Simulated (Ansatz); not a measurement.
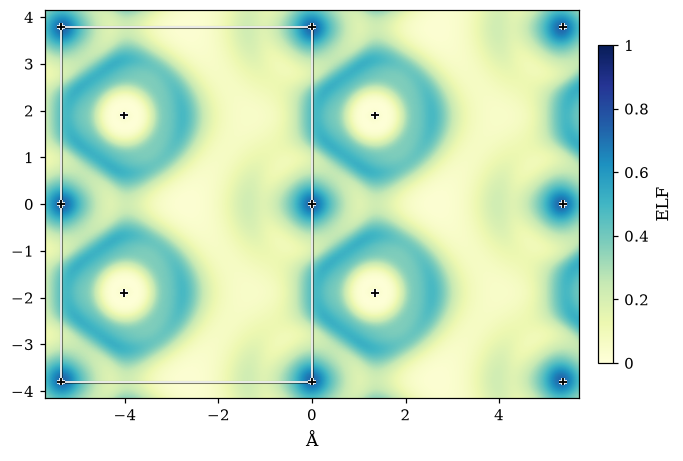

The ELF on a plane through atoms (crosses mark nuclei in the plane).

Computed with DFT r2SCAN, scalar-relativistic, plane waves, PAW in Ansatz.

Candidates:
A. Al, a = 3.99 Å, b = 3.99 Å, c = 3.99 Å, α = 90.00°, β = 90.00°, γ = 90.00°. Space group Fm-3m; computed without spin polarisation.
B. Ag, a = 2.82 Å, b = 2.82 Å, c = 7.26 Å, α = 90.00°, β = 89.79°, γ = 120.00°. Space group C2/m; changed on purpose from its base cell (band edges of the strained film's bulk); computed pressure about 4 GPa in this cell; computed without spin polarisation.
C. NiGe, a = 5.37 Å, b = 5.37 Å, c = 5.37 Å, α = 90.00°, β = 90.00°, γ = 90.00°. Space group F-43m; started from the zinc blende prototype, which need not be the ambient phase; computed pressure about −5 GPa in this cell; computed without spin polarisation.

Which candidate gave the map?

Candidate C: NiGe on the (101) plane of the conventional cell, which holds Ni and Ge. Ni–Ge (2.32 Å): the ELF reaches about 0.50 near the midpoint.
